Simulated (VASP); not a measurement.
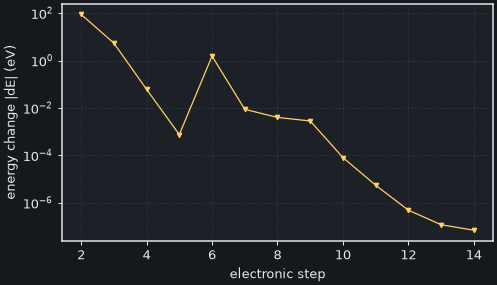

The plot shows the electronic steps of a calculation: energy change |dE|.

GaN (2 atoms in the cell), run with VASP.

INCAR
```
ENCUT = 520.000000
EDIFF = 1.00e-07
GGA = PE
PREC = Accurate
IBRION = -1
ISIF = 2
NBANDS = 16
NSW = 0
LASPH = .TRUE.
LCHARG = .FALSE.
LWAVE = .FALSE.
LREAL = .FALSE.
NELM = 50
ISMEAR = 0
SIGMA = 5.0
```

KPOINTS
```
KPOINTS created by Atomic Simulation Environment
0
Gamma
10 10 10
0 0 0
```

POSCAR
```
Ga N
 1.0000000000000000
     0.0000000000000000    2.2030739097000001    2.2968536679999998
     2.2030739097000001    0.0000000000000000    2.2968536679999998
     2.2030739097000001    2.2030739097000001    0.0000000000000000
 Ga  N
   1   1
Cartesian
  0.0000000000000000  0.0000000000000000  0.0000000000000000
  1.1015369548499998  1.1015369548499998  1.1484268339999997
```

### How did this run end?

It converged, after 14 steps. The energy change comes down, with one marked jump up, by about 3 orders of magnitude, at step 6. The jump at step 6 comes where the charge density, held fixed for the first 5 steps, starts to be updated.

### Is anything amiss with this input?

The input holds a fault (smearing far too wide). The SCF closed all the same, which doesn't make the results meaningful for the real system.
